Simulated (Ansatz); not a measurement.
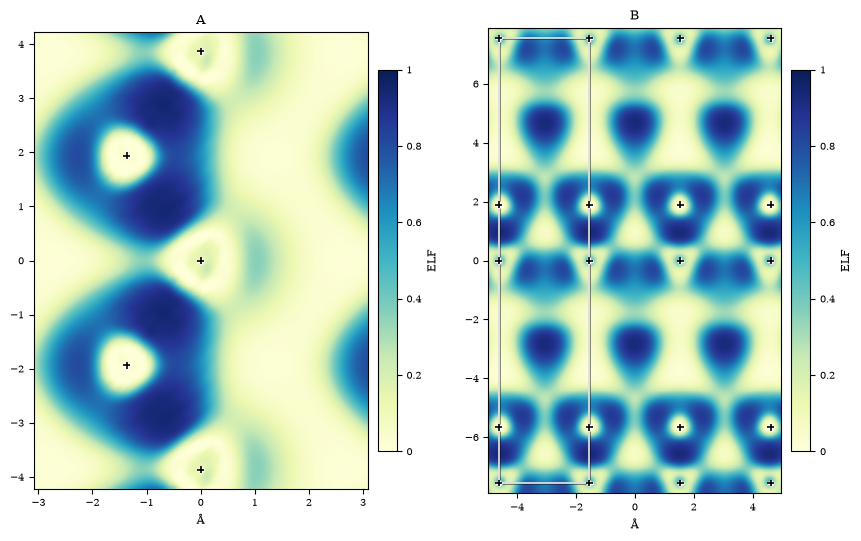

The ELF of 2 systems, each on a plane through atoms (crosses mark nuclei in the plane).

Level of theory: Ansatz 0.2.0, DFT PBEsol, scalar-relativistic, plane waves, PAW.

System 1: SiC, the (100) plane of the conventional cell. Space group P6₃mc.

```
Si C
1.0
     3.07905    0.00000    0.00000
    -1.53952    2.66642    0.00000
     0.00000    0.00000   15.10766
Si C
6 6
Direct
  0.33339 0.66661 0.85770
  0.66677 0.33339 0.35770
  0.00011 0.00005 0.52450
  0.00005 0.99995 0.02450
  0.66673 0.33329 0.69121
  0.33343 0.66671 0.19121
  0.00009 0.00003 0.64983
  0.00007 0.99997 0.14983
  0.33342 0.66667 0.98270
  0.66674 0.33333 0.48270
  0.66675 0.33334 0.81620
  0.33341 0.66666 0.31620
```

System 2: AlP, the (110) plane of the conventional cell. Space group F-43m.

```
Al P
1.0
     5.47035    0.00000    0.00000
     0.00000    0.00000   -5.47035
     0.00000    5.47035    0.00000
Al P
4 4
Direct
  0.50000 0.50000 0.00000
  0.00000 0.50000 0.50000
  0.00000 0.00000 0.00000
  0.50000 0.00000 0.50000
  0.75000 0.75000 0.25000
  0.25000 0.75000 0.75000
  0.25000 0.25000 0.25000
  0.75000 0.25000 0.75000
```

**Which map belongs to which system?**

Panel A is system 2, AlP: the plane holds Al and P. Al–P (2.37 Å): the ELF peaks at about 0.95 between the atoms, as expected for localised, covalent bonding. Panel B is system 1, SiC: the plane holds Si and C. Si–C (1.89 Å): the ELF peaks at about 0.95 between the atoms; a covalent bond.
